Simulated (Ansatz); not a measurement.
## Lu: single-point calculation

- system: Lu (Fm-3m, 1 atom in the cell)
- method: DFT, PBE, PAW with Ansatz's default frozen-core files, scalar-relativistic, no spin polarisation (Ansatz 0.2.0)

Its volume is 0.68 times that of the source entry. It belongs to a series of runs on one base structure; here: volume scaled by 0.68, PAW files. Figures and captions count atoms from 1; the log counts them from 0 in places.

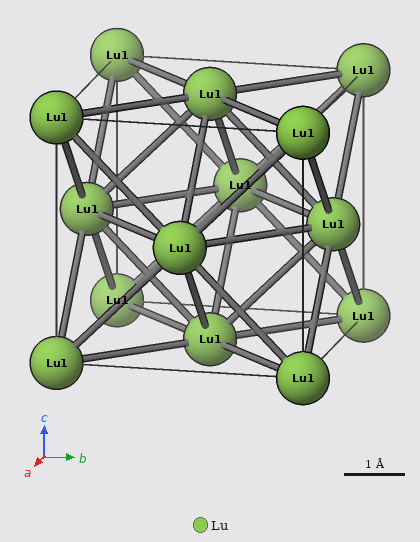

**Figure 1.** The structure as given in the input (ball-and-stick view of the cell 4 times as large as that of the calculation, set on its symmetry axes, seen slightly off an axis; atoms are numbered from 1 in the order of the input). An atom can appear more than once, as a periodic image. Near neighbours in the periodic cell (some may lie outside the picture): Lu has 12 Lu at 3.04 Å.

Input file:
```yaml
crystal:
  lattice:
    - [0.0, 2.1464623869, 2.1464623869]
    - [2.1464623869, 0.0, 2.1464623869]
    - [2.1464623869, 2.1464623869, 0.0]
  atoms:
    - { symbol: Lu, position: [0.0, 0.0, 0.0] }
kpoints:
  mp_grid: { grid: [15, 15, 15] }
scf:
  occupations: { method: fermi_dirac, width: 0.1 }
hamiltonian:
  xc: pbe
  pseudopotentials: { kind: paw }
output:
  forces: true
  stress: true
  eigenvalues: true
  populations: true
  write_density: true
  write_potential: true
  elf: true
  volumetric_format: npy
```

Command:
```bash
ansatz run input.yaml --threads 1 --pin off --max-ram 2048MiB --backend cpu --events-out ev --progress --plain --runs-dir out
```

The program's output:
```
Lu: projections on atomic orbitals take those of the free atom [Kr 4d10] 4f14 5s2 5p6 5d1 6s2, of charge +0.00 (hamiltonian.pseudopotentials.projection_atoms); the dataset's partial waves leave at most 5.1e-5 of an orbital's norm unspanned inside its sphere
Engine: ansatz 0.2.0, aarch64-unknown-linux-gnu
Pseudopotentials: kind: paw
Pseudopotential: Lu, paw, valence charge 25, recommended cutoff 420 eV (normal), Lu.paw.azcp
Functional definition: PBE
  parameter kappa = 0.804
  parameter beta = 0.06672455060314922
  exchange = pbe_x(kappa = kappa, mu = beta*pi^2/3)
  correlation = pbe_c(beta = beta)
Crystal: 1 atoms, lattice volume = 19.779 Å³
Basis set: ecut = 420 eV, 387 PW (Γ), exchange–correlation on 48×48×48 points (8 copies of the dense FFT grid, shifted against one another)
Bands: 17, of which v1, the nominal top of the filled ones, is band 13 counted from 1 (12 counted from 0)
Symmetry: 48 space group operations
Space group: Fm-3m (ITA 225), of the structure as read, at distance tolerance 2.7e-5 Å
k-points: 120 of 3375
Non-local potential: Lu, projectors of the file, l = 0: 3, l = 1: 2, l = 2: 2, l = 3: 3
PAW form: soft (Blöchl's): semilocal exchange-correlation on the pseudo side does not see the compensation charge
PAW one-centre angular grid: Lu, 590 points (default); XC on 64 Gauss nodes
Initial density: superposition of atomic densities (neutral atoms: chi_scale 0, normalization atom), corrected by the library's trained network
Initial wavefunctions: pseudopotential atomic-orbital guess
Functional: x = pbe(κ = 0.804, μ = 0.2195149727645171), c = pbe(β = 0.06672455060314922)
SCF iter   1: F=—  HF=-14731.730161 eV  |F-HF|=—  |Δ(HF+E_count)|=         —  Δρ=4.32e-3  dr2=2.73e-3  ethr=1.77e-3  ⟨swp⟩=6.0  Hψ=12364  notcnv=0
preconditioner: auto → none  [metal: Δε(μ)=0.062 eV  Ē_g=14.845 eV  σ=0.100 eV  W_gap=0.15  n_scr=8 (ndim 8)  ℏωp=40.0 eV  f_vac=0.000  D(μ)=0.78/eV (n_scr^D=8)  sad-step TF]
SCF iter   2: F=—  HF=-14731.726479 eV  |F-HF|=—  |Δ(HF+E_count)|=   3.68e-3  Δρ=1.71e-3  dr2=4.94e-4  ethr=1.09e-5  ⟨swp⟩=3.5  Hψ=6035  notcnv=0
SCF iter   3: F=—  HF=-14731.726241 eV  |F-HF|=—  |Δ(HF+E_count)|=   2.39e-4  Δρ=9.55e-4  dr2=1.33e-4  ethr=1.98e-6  ⟨swp⟩=3.1  Hψ=4083  notcnv=0
SCF iter   4: F=—  HF=-14731.726214 eV  |F-HF|=—  |Δ(HF+E_count)|=   2.63e-5  Δρ=2.19e-4  dr2=5.05e-6  ethr=5.32e-7  ⟨swp⟩=2.5  Hψ=4065  notcnv=0
SCF iter   5: F=—  HF=-14731.726230 eV  |F-HF|=—  |Δ(HF+E_count)|=   1.54e-5  Δρ=6.57e-5  dr2=4.22e-7  ethr=2.02e-8  ⟨swp⟩=3.1  Hψ=4258  notcnv=0
SCF iter   6: F=-14731.726229 eV  HF=-14731.726229 eV  |F-HF|=1.87e-8  |Δ(HF+E_count)|=   6.87e-7  Δρ=1.42e-5  dr2=9.81e-9  ethr=4.00e-10  ⟨swp⟩=16.0  Hψ=24667  notcnv=0
SCF 1 converged in 6 iterations: F = -14731.726229 eV  dr2 = 9.81e-9
  greatest PAW one-centre occupation: 0.998 electrons in one spin orbital (limit 2), on the Lu atom at site 0 (counted from 0), in its partial waves of l = 0
SCF converged after 6 iterations
Free energy (F): -14731.726229 eV
Harris-Foulkes:  -14731.726229 eV  (|F-HF|=1.87e-8)
Internal energy: -14731.699546 eV  (E = F + TS)
E sigma→0 (E₀):  -14731.712887 eV
Entropy (-TS):   -0.026683 eV (-26.683 meV/atom)
Fermi energy:    20.920908 eV
--- Per-component energies (eV) ---
  E_band       = 187.912720
  E_kinetic    = 430.498232
  E_local      = -5765.428656  (includes V_loc(G=0)·N_el)
  E_nonlocal   = 575.802849
  E_hartree    = 2431.232665
  E_xc         = -222.340178
  E_vxc        = -263.921487  (∫ρ·V_xc dr)
  E_paw        = -7375.563510  (= ΣΔE_a)
  E_vpaw       = 348.490016  (= ΣTr[D̂ρ^β])
  E_aug_tail   = 0.000034  (compensation charges beyond the density's cutoff)
  E_ewald      = -4805.900982
  E_smearing   = -0.026683  (= −TS)
  E_closure    = 0.000000  (closes the sum)
  Σ components = -14731.726229   (vs F -14731.726229, Δ=0.00e0)
--- Forces (eV/Å), atoms counted from 1 ---
  atom   1  Lu     0.00000000    -0.00000000    -0.00000000
  max |Σ_I F_I| component: 2.67e-32 eV/Å
--- Stress (GPa, compression-positive) ---
       31.701898      -0.000000      -0.000000
       -0.000000      31.701898       0.000000
       -0.000000       0.000000      31.701898
  P = ⅓ Tr σ = 31.7019 GPa (317.019 kbar)
--- Band table (eV; the first three rows and the last of 120) ---
  k-point 0: bands = ["-34.6462", "-4.6174", "-4.6174", "-4.6174", "14.0347", "16.3573", "16.5055", "16.5055", "16.5055", "16.7100", "16.7100", "16.7100", "23.4938", "23.4938", "23.4938", "27.1626", "27.1626"]
  k-point 1: bands = ["-34.6392", "-4.6995", "-4.6268", "-4.6268", "14.2323", "16.3621", "16.5025", "16.5105", "16.5105", "16.6992", "16.6992", "16.7104", "23.2911", "23.5926", "23.5926", "27.0349", "27.0349"]
  k-point 2: bands = ["-34.6194", "-4.9259", "-4.6530", "-4.6530", "14.7891", "16.3764", "16.4949", "16.5247", "16.5247", "16.6706", "16.6706", "16.7113", "22.8085", "23.8268", "23.8268", "26.7851", "26.7851"]
  k-point 119: bands = ["-34.4291", "-5.7514", "-5.6766", "-5.2198", "16.4914", "16.5200", "16.5264", "16.5718", "16.5938", "16.6150", "16.6477", "19.5200", "21.1765", "21.8452", "25.0308", "30.5666", "32.2646"]
--- Löwdin populations: 1 site ---
  site symbol       q [e]
     0     Lu     24.9811
  spilling = 0.000754 (of n_electrons = 25.000000)
```

File populations.tsv:
```
# site	symbol	l	j	q
# orbitals = lowdin
# n_electrons = 25.000000
# spilling = 0.000754
# projection_atom_Lu: [Kr 4d10] 4f14 5s2 5p6 5d1 6s2
0	Lu	0_5S	-	1.954206
0	Lu	0_6S	-	0.551977
0	Lu	1_5P	-	5.916423
0	Lu	2_5D	-	2.592902
0	Lu	3_4F	-	13.965635
```

File rho_z.tsv:
```
# z_ang	rho[e/angstrom^3]
# format = ansatz-planar-average/11
# lattice	0.000000000	2.146462387	2.146462387
# lattice	2.146462387	0.000000000	2.146462387
# lattice	2.146462387	2.146462387	0.000000000
# sites	1
# site	71	0.000000000	0.000000000	0.000000000
0.000000	3.557864e0
0.126482	3.365854e0
0.252963	2.860675e0
0.379445	2.208923e0
0.505926	1.577838e0
0.632408	1.068270e0
0.758889	7.070880e-1
0.885371	4.752647e-1
1.011852	3.380285e-1
1.138334	2.622435e-1
1.264815	2.226138e-1
1.391297	2.033245e-1
1.517778	1.974085e-1
1.644260	2.033245e-1
1.770741	2.226138e-1
1.897223	2.622435e-1
2.023704	3.380285e-1
2.150186	4.752647e-1
2.276667	7.070880e-1
2.403149	1.068270e0
2.529630	1.577838e0
2.656112	2.208923e0
2.782593	2.860675e0
2.909075	3.365854e0
```

File v_z.tsv:
```
# z_ang	v_es[eV]	v_tot[eV]
# format = ansatz-planar-average/11
# xc	pbe
# density_cutoff_ev	1680
# datasets	Lu=:simpson_from_first_knot:soft
# lattice	0.000000000	2.146462387	2.146462387
# lattice	2.146462387	0.000000000	2.146462387
# lattice	2.146462387	2.146462387	0.000000000
# sites	1
# site	71	0.000000000	0.000000000	0.000000000
0.000000	-1.317438e0	-1.605502e1
0.126482	-8.815118e-1	-1.552084e1
0.252963	3.823243e-1	-1.396663e1
0.379445	2.348913e0	-1.153146e1
0.505926	4.831226e0	-8.431781e0
0.632408	7.610889e0	-4.935853e0
0.758889	1.046336e1	-1.333091e0
0.885371	1.316527e1	2.085661e0
1.011852	1.549421e1	5.042303e0
1.138334	1.726539e1	7.310036e0
1.264815	1.841219e1	8.788252e0
1.391297	1.902187e1	9.562503e0
1.517778	1.921343e1	9.797963e0
1.644260	1.902187e1	9.562503e0
1.770741	1.841219e1	8.788252e0
1.897223	1.726539e1	7.310036e0
2.023704	1.549421e1	5.042303e0
2.150186	1.316527e1	2.085661e0
2.276667	1.046336e1	-1.333091e0
2.403149	7.610889e0	-4.935853e0
2.529630	4.831226e0	-8.431781e0
2.656112	2.348913e0	-1.153146e1
2.782593	3.823243e-1	-1.396663e1
2.909075	-8.815118e-1	-1.552084e1
```

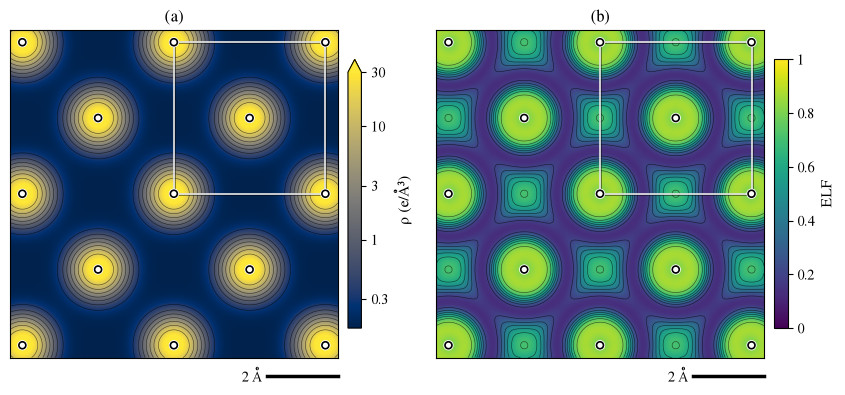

**Figure 2.** (a) valence pseudo-density; (b) ELF on the (001) plane of the conventional cell. Circles mark the nuclei in the plane (Lu). Atoms in the plane: Lu. Lu–Lu (3.04 Å): the density is about 0.19 e/Å³ at the midpoint; the ELF is about 0.15 at the midpoint (no localised pair between them). Away from the nuclei the density in this plane falls to 0.17 e/Å³ at its lowest.  The strong features right at Lu lie inside the PAW spheres (semicore, d or f shells) and say nothing about bonding. In a PAW calculation such maps are meaningful between the atoms, not at the nuclei.

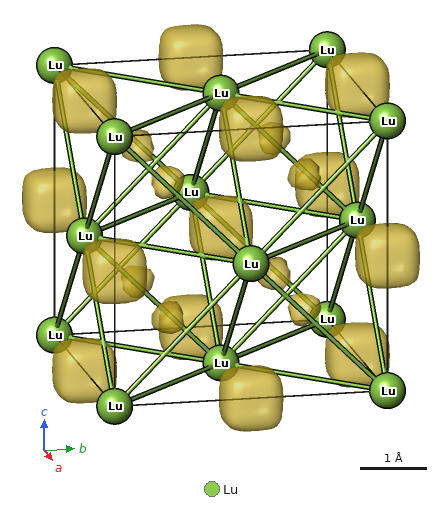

**Figure 3.** Isosurface of the electron localisation function at 0.5 (yellow), seen slightly off an axis. Only the valence region is drawn (cores and ρ < 0.01 e/Å³ removed). Sticks mark near contacts. The outline is the cell set on symmetry axes. Profiles from the grid: Lu–Lu (3.04 Å): the ELF is about 0.15 at the midpoint (no shared electron pair).

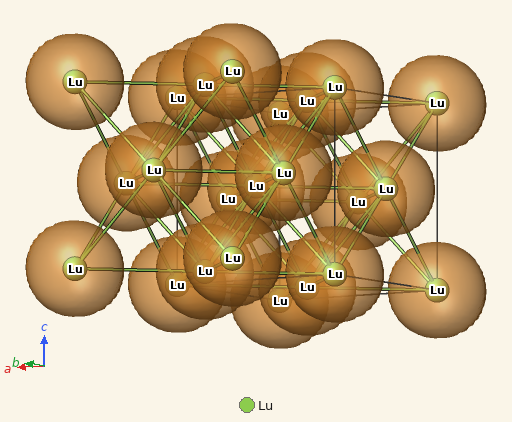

**Figure 4.** Isosurface of the valence charge density (pseudo) at 0.4 e/Å³ (orange), seen at an oblique angle. Sticks mark near contacts. The outline is the cell set on symmetry axes. At this value the density breaks into separate islands; it holds about 90 % of the electrons treated as valence. It is pinched off along the Lu–Lu (3.04 Å) contacts. On the grid the lowest density along these lines, outside the cores, is 0.19 e/Å³ (Lu–Lu, 3.04 Å).

Summary:

| quantity | value |
| --- | --- |
| outcome | converged |
| space group (tolerance 0.01 Å) | Fm-3m (225) |
| electrons treated | 25 |
| free energy | −14731.7262 eV |
| Fermi energy | 20.921 eV |
| pressure | 31.70 GPa |
| largest force (length of the vector) | under 0.001 eV/Å |
| hardware | 1 thread of Arm Neoverse V2, 24 GiB of memory available, shared host |
| wall time | 3.6 s |
| peak memory | 0.32 GiB |

Notes:

The cell is under a pressure of 32 GPa at this level, so it is not at its equilibrium volume.
